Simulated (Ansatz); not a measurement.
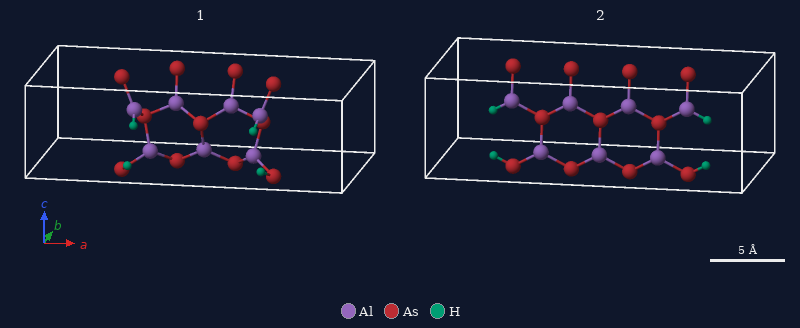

Two geometries of a wire of composition Al₇As₇H₄, drawn at one scale. One is the start of a relaxation, the other its converged end. Style: ball-and-stick. Shown: the cell of the calculation, with the vacuum cut short (origin shifted), slightly off an axis.

The calculation used DFT PBE, scalar-relativistic, plane waves, PAW (Ansatz). Settings: plane-wave cutoff 420 eV; k-point mesh 1 × 1 × 5; occupations gaussian; smearing width 0.05 eV; no spin polarisation; cell relaxed at fixed a, b, alpha, beta, gamma; force threshold 0.02 eV/Å; at most 45 steps.

**Which one is relaxed?**

Structure 1 is the relaxed one. Case: armchair ribbon, 7 formula units a period, edges capped with H. The largest moves relative to the centre of the atoms, 4.08 Å, are those of H atoms. Largest moves by element: H 4.08 Å, As 2.01 Å, Al 1.88 Å. Along the periodic axis the drawn cell goes c 7.029 → 6.489 Å (−7.7 %). Some distances before and after: Al–As 2.384 → 2.447 Å, Al–As 2.384 → 2.427 Å, As–H 1.520 → 1.535 Å. Bond angles that change, for instance: Al–As–Al 116.7° → 86.8°, Al–As–H 116.7° → 93.4°, Al–As–Al 116.7° → 98.3°. After 35 accepted moves (39 points after the start) the energy has fallen by 1.459 eV per cell of the calculation. Largest force component: 0.34 eV/Å at the start, 0.013 eV/Å at the end. The line search rejected the trial steps at points 5, 22, 34 of the run. The SCF was repeated once at an unchanged geometry on a basis and grid sized afresh for the cell, which shifted the energy by 5.2 meV per cell of the calculation at most.
